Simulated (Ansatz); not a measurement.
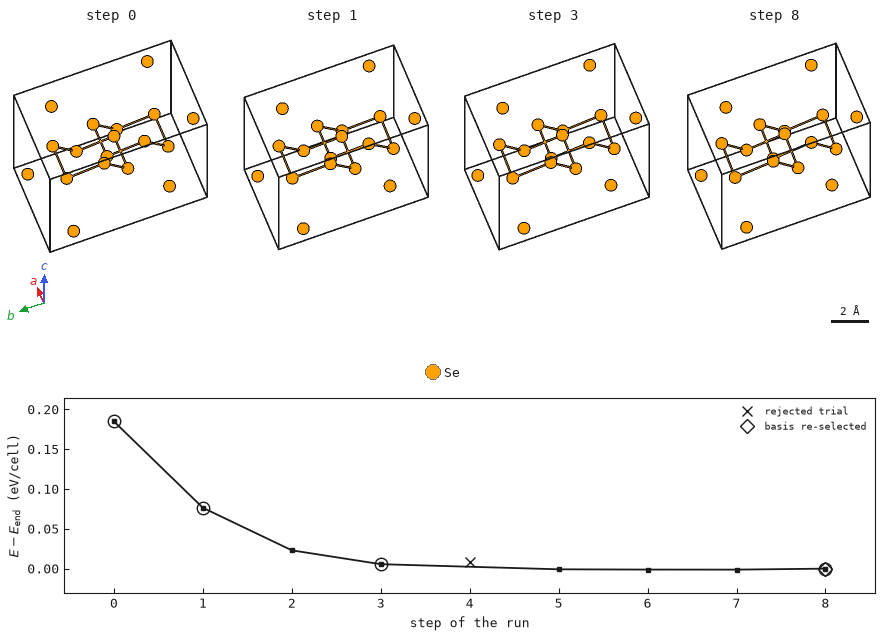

Frames of a relaxation of crystalline Se (set up in R-3), marked on the history of the run. A ball-and-stick model of the conventional cell (3 times the calculation's cell), seen from a free direction. Lengths and directions refer to the drawn axes.

Phase: rhombohedral Se6.

Theory: DFT, PBEsol, plane waves (420 eV) with PAW, scalar-relativistic in Ansatz.

The input:
```yaml
crystal:
  lattice:
    - [5.6809998619, 3.2799267995, 1.47633]
    - [-5.6809998619, 3.2799267995, 1.47633]
    - [0.0, -6.5598535991, 1.47633]
  atoms:
    - { symbol: Se, position: [0.28066, 0.16251, 0.91818] }
    - { symbol: Se, position: [0.91818, 0.28066, 0.16251] }
    - { symbol: Se, position: [0.16251, 0.91818, 0.28066] }
    - { symbol: Se, position: [0.71934, 0.83749, 0.08182] }
    - { symbol: Se, position: [0.08182, 0.71934, 0.83749] }
    - { symbol: Se, position: [0.83749, 0.08182, 0.71934] }
hamiltonian:
  xc: pbesol
  pseudopotentials:
    kind: paw
    azcp:
      Se: "pseudopotentials/Se.paw.azcp"
basis:
  ecutwfc: 420
  fft_grid_basis: typed
kpoints:
  mp_grid: { grid: [4, 4, 4], shift: [0, 0, 0] }
magnetization:
  spin_polarized: false
scf:
  occupations: { method: fermi_dirac, width: 0.05 }
relax:
  max_steps: 60
  f_tol: 0.01
  cell: {}
```

Question: Describe the path.

Answer: The largest moves relative to the cell, 0.17 Å, are those of Se1, Se2, Se3, Se4, Se5 and Se6. Se2 goes along [−2 0 1]. Cell: a = b 11.362 → 10.723 Å (−5.6 %), c 4.429 → 4.537 Å (+2.4 %). Volume −8.8 %. Near-neighbour distances that change, for instance: Se1–Se2 3.414 → 3.028 Å, Se1–Se5 2.356 → 2.430 Å. The space group stays R-3 (No. 148). After 6 accepted moves (8 points after the start) the energy has fallen by 0.185 eV per cell of the calculation. Largest force component: 0.3 eV/Å at the start, 0.008 eV/Å at the end. Pressure: 0.10 GPa at the start and −0.01 GPa at the end. The line search rejected the trial step at point 4 of the run. At 1 point the geometry stayed and the basis and grid were re-selected for the new cell (energy shift of 1.2 meV per cell of the calculation at most each time). The program noted that a PAW file was made for another functional than the run's. From step 0 to 1: Se atoms move most (0.15 Å), volume −10.3 %, energy −0.108 eV per cell of the calculation. From step 1 to 3: Se atoms move most (0.03 Å), volume +2.3 %, energy −70.8 meV per cell of the calculation. From step 3 to 8: Se atoms move most (0.03 Å), volume −0.6 %, energy −5.6 meV per cell of the calculation.

```csv
step,"E − E(0), meV/atom","largest force component, eV/Å","pressure, GPa","volume, Å³/atom",note
0,0.00,0.2977,0.10,27.509,
1,-18.07,0.4735,2.54,24.668,
2,-26.98,0.0895,-0.05,25.582,
3,-29.88,0.0407,-0.04,25.241,
4,-29.38,0.0883,0.03,24.777,rejected
5,-30.95,0.0102,0.02,25.055,
6,-31.01,0.0062,0.00,25.065,
7,-31.02,0.0081,-0.01,25.098,
8,-30.81,0.0080,-0.01,25.098,"same geometry, new basis"
```
